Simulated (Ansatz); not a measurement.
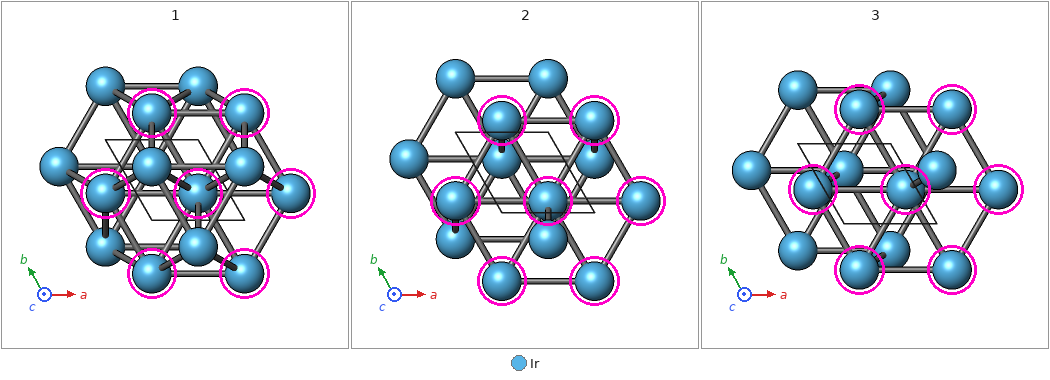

Ir (P6_3/mmc, No. 194; 2 atoms in the cell). 
- Atom Ir1 is moved over a plane while all other atoms and the cell stay fixed (its periodic images move with it) (x along [1 0 0], y along [1 2 0], z along [0 0 1] of the conventional cell).
- First axis: shift of Ir1 along x. Second axis: shift of Ir1 along y.
- The grid has 5 × 5 points; 15 points were computed and 10 follow by symmetry.
- Energies are in eV per cell, from the lowest grid point.
- The reference cell is the one listed in the database, not relaxed at this level.
- Computed with DFT PBEsol, scalar-relativistic, plane waves, PAW in Ansatz. Settings: cutoff 420 eV, k-mesh 18×18×12 in the order of the run's cell vectors, gaussian smearing 0.15 eV, no spin polarisation.

The numbered pictures are structures from this grid. Rings mark the moved atoms.

Question: Which is the most stable, and how do the others follow?

Answer: 1, at shift of Ir1 along x = 0.000 Å, shift of Ir1 along y = 0.000 Å: 0.00 eV; 2, at shift of Ir1 along x = 0.000 Å, shift of Ir1 along y = −0.450 Å: 0.45 eV; 3, at shift of Ir1 along x = 0.450 Å, shift of Ir1 along y = 0.225 Å: 0.54 eV.

The map, with the structures marked:

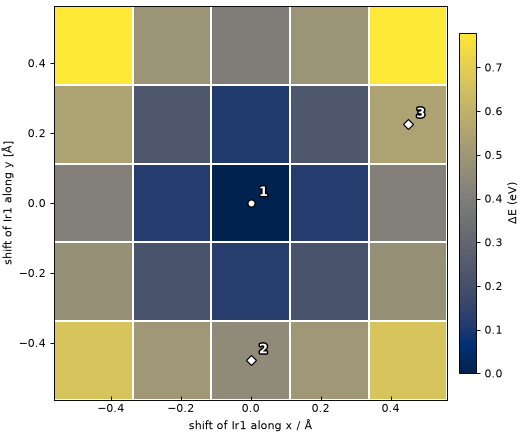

The picture shows one coloured cell a grid point.
